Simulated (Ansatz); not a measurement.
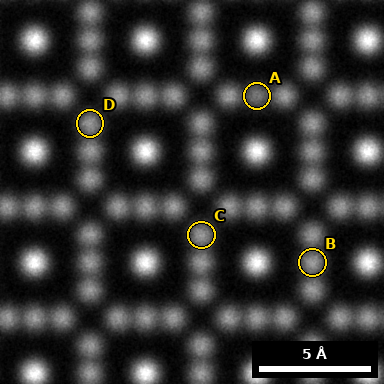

Dark-field STEM-like image of Ir (Pm-3n, No. 223) along [001]. Simulated incoherent Z contrast: every atom adds Z^1.6 spread by a probe of 0.88 Å full width; channelling and multiple scattering are left out. The display is stretched by a gamma of 0.8; percentages refer to the linear signal. Shot noise was added.

The sample is 2 repeats (10.1 Å) thick. One point defect was put into the perfect crystal, without relaxing the atoms around it. Brightness is counted from the darkest point of the image. Host structure: coordinates from a relaxation with DFT, BLYP, plane waves (420 eV) with PAW, scalar-relativistic (Ansatz); the starting structure was generated, so it need not be a known form of this composition.

> Which ringed column holds the defect, and does it scatter more or less than its equals?

A; it scatters less. The column holds 2 atoms (Ir) through the sample, and one Ir atom is replaced by Rh, so its peak drops to about 70 % of that of its equals.
